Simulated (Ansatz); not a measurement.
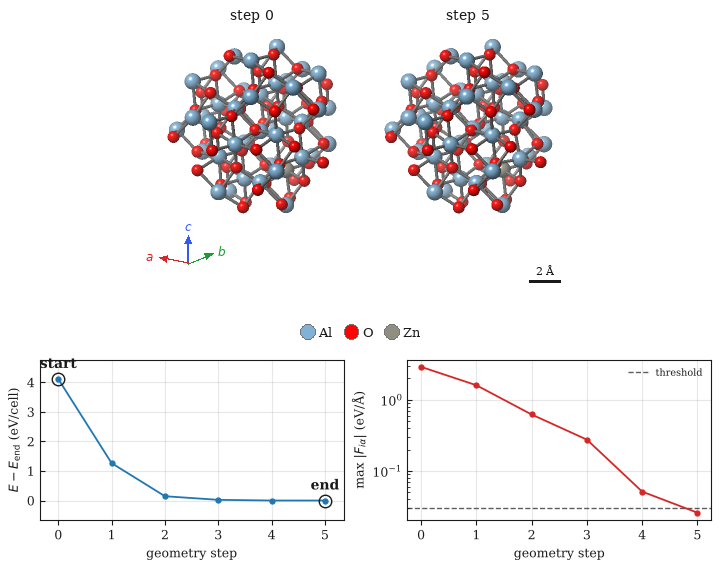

First and last geometry of a relaxation of a defect cell of composition Al47O71Zn (cell charge +1), with the history of the run. Style: ball-and-stick. Shown: the atoms within 5.8 Å of the atom that moves most (axes of the cell of the calculation (origin shifted)), from a free direction.

Theory: DFT, PBEsol, PAW, plane waves (Ansatz). Set-up: plane-wave cutoff 420 eV; k-point mesh 1 × 1 × 1; mesh shifted by (0.25, 0.25, 0.25); collinear spin; atoms relaxed in a fixed cell; force threshold 0.03 eV/Å; at most 80 steps.

### Did the run converge, and what did it change?

It converged. The atom that moves furthest is an Al atom (0.26 Å along [2 0 1]). By element the largest moves are Al 0.26 Å, O 0.16 Å, Zn 0.13 Å. The cell stays as it was. Some distances before and after: Al–O 1.927 → 1.766 Å, O–Zn 1.949 → 2.102 Å, Al–O 1.950 → 1.801 Å, Al–O 1.840 → 1.972 Å. Among the angles between lasting bonds that change: Al–O–Al 93.7° → 110.1°, O–Al–O 167.2° → 151.3°, O–Al–O 165.8° → 150.4°. Over 5 geometry steps the energy falls by 4.116 eV per cell of the calculation. Largest force component: 2.9 eV/Å at the start, 0.026 eV/Å at the end. The program noted that the starting moments weren't kept.

Limits of the set-up: the cell is charged, on a uniform background, and energies carry no finite-size correction.
